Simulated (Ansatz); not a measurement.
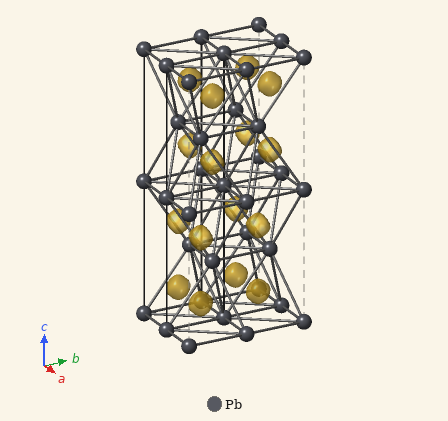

Crystal voids of Pb (P6_3/mmc, No. 194): the yellow surface encloses the regions where the procrystal electron density, the sum of the densities of spherically averaged neutral Hartree-Fock atoms, is below 0.01 e/bohr³ (2×2×1 cells, view slightly off an axis). No self-consistent density enters. Pale faces close the region where the drawn box cuts it. From Rb on the atoms have core potentials, so only their outer electrons count. The usual level for crystal voids is 0.002 e/bohr³; this crystal has almost no region below it, so a higher level is used, which marks the interstitial space of lowest density.

The cell is taken from the end point of a relaxation with DFT PBEsol, scalar-relativistic, plane waves, PAW (Ansatz 0.2.0).

```cif
data_structure
_symmetry_space_group_name_H-M 'P6_3/mmc'
_symmetry_Int_Tables_number 194
_cell_length_a 3.4831
_cell_length_b 3.4831
_cell_length_c 11.4127
_cell_angle_alpha 90.000
_cell_angle_beta 90.000
_cell_angle_gamma 120.000
_cell_volume 119.91
loop_
_atom_site_label
_atom_site_type_symbol
_atom_site_symmetry_multiplicity
_atom_site_Wyckoff_symbol
_atom_site_fract_x
_atom_site_fract_y
_atom_site_fract_z
_atom_site_occupancy
Pb1 Pb 2 a 0.00000 0.00000 0.00000 1
Pb2 Pb 2 c 0.33333 0.66667 0.25000 1
```

### What share of the cell is void by this measure?

The voids take about 2.3 % of the cell (2.7 Å³ of 119.9 Å³) and are bounded by about 15 Å² of surface per cell.

### Are the voids connected in the whole crystal?

They are isolated pockets that do not connect across cells.

### How low does the density fall, and where?

To about 0.0086 e/bohr³ near 0.33, 0.67, 0.63 (fractional), 2.4 Å from the nearest nucleus.

### At what density do the voids first join through the crystal?

At about 0.013 e/bohr³, as a three-dimensional network.
